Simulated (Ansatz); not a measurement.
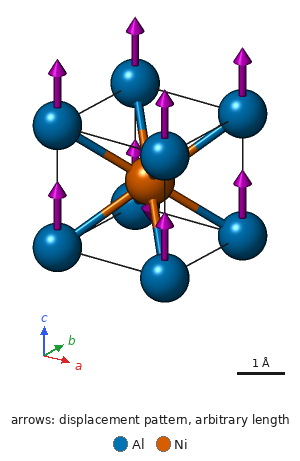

One vibrational mode of crystalline AlNi at the zone centre. Displacements are drawn as purple arrows; their common scale and sign are arbitrary. Style: ball-and-stick. Shown: the cell of the calculation, from a free direction.

Computed with Ansatz, DFT PBEsol, scalar-relativistic, plane waves, PAW. Settings: plane-wave cutoff 420 eV; k-point mesh 16 × 16 × 14; occupations fermi dirac; smearing width 0.15 eV; no spin polarisation.

The frequencies depend somewhat on the k-mesh and the smearing.

Give the character and frequency of this mode.

Answer. This is a triply degenerate mode (one member of the set is drawn) at 302 cm⁻¹, the only optical level. The Al sublattice moves against the Ni sublattice, along c; the kinetic energy is shared as Al 69 %, Ni 31 %.
